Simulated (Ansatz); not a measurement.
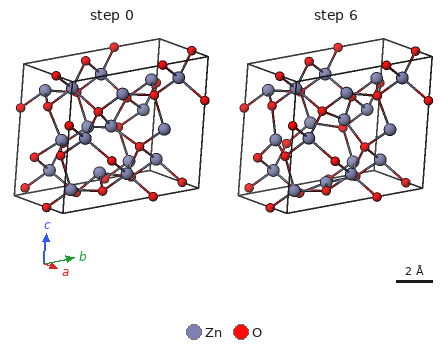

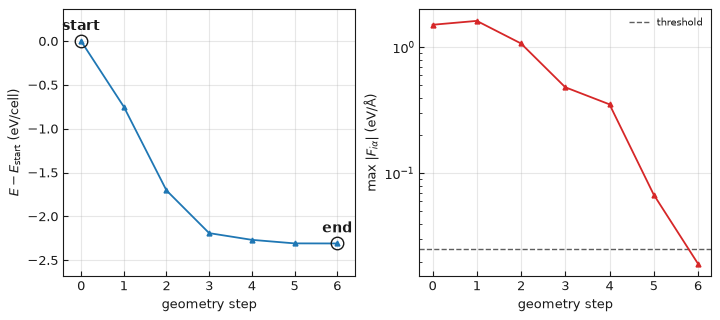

First and last geometry of a relaxation of a defect cell of composition Zn$_{18}$O$_{17}$ (cell charge +2), with the history of the run. Style: ball-and-stick. Shown: the cell of the calculation (origin shifted), slightly off an axis.

Case: O vacancy (site b), charge +2, atoms relaxed at the host's cell.

Level of theory: DFT PBE, scalar-relativistic, plane waves, PAW in Ansatz. (plane-wave cutoff 420 eV; k-point mesh 2 × 2 × 2; occupations gaussian; smearing width 0.01 eV; mesh shifted by (0.5, 0.5, 0.5); no spin polarisation; atoms relaxed in a fixed cell; force threshold 0.025 eV/Å; at most 45 steps)

Question: What do the curves and the structures tell?

Answer: It converged. The energy falls by 2.309 eV per cell of the calculation in 6 geometry steps. Largest force component: 1.5 eV/Å at the start, 0.019 eV/Å at the end. The largest move is that of a Zn atom, 0.73 Å along [1 1 1]. By element the largest moves are Zn 0.73 Å, O 0.08 Å. The cell stays as it was. Near-neighbour distances that change, for instance: O–Zn 2.058 → 1.914 Å, O–Zn 2.043 → 1.922 Å, O–Zn 2.030 → 1.912 Å, O–Zn 2.009 → 1.912 Å. Among the angles between lasting bonds that change: Zn–O–Zn 115.0° → 95.8°, Zn–O–Zn 115.9° → 99.3°, Zn–O–Zn 115.3° → 99.3°.

Limits of the set-up: the periodic images lie only 7.8 Å apart, so the values are limited by the cell's size; the cell is charged, on a uniform background, and energies carry no finite-size correction.
